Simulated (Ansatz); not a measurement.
PbSe (space group Cmcm, No. 63): coordinates from a relaxation with DFT PBE+D3(BJ), scalar-relativistic, plane waves, PAW (Ansatz 0.2.0).

Space group Cmcm (No. 63). a = 4.251 Å, b = 11.877 Å, c = 4.448 Å, α = 90.00°, β = 90.00°, γ = 90.00°
```
atom  site  symmetry       x       y       z
  Pb    4c       m2m  0.5000  0.8722  0.7500
  Se    4c       m2m  0.5000  0.6335  0.7500
```

Bonds are taken as Pb–Se below 3.4 Å; no other contact counts. Atoms with one bond or none are removed and atoms with two bonds are replaced by edges, until no such atom is left.

What net does this leave?

The result is a uninodal 5-connected, two-periodic (layers) net: Pb and Se are 5-connected nodes. The layers lie parallel to (010).

```csv
node,links,point symbol,coordination sequence
Pb and Se,5,4^8.6^2,5 12 20 28 36 44
```

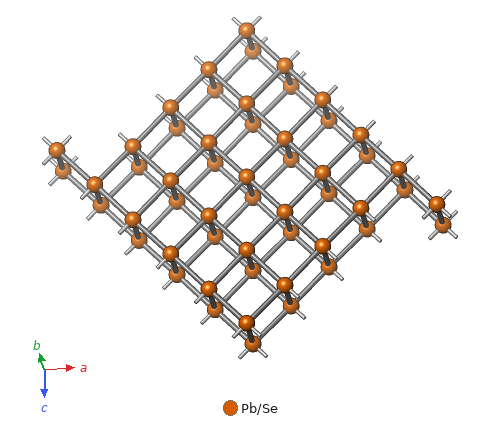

Nodes are coloured by topological kind. One layer is drawn. Edges to nodes outside the piece are drawn as stubs.
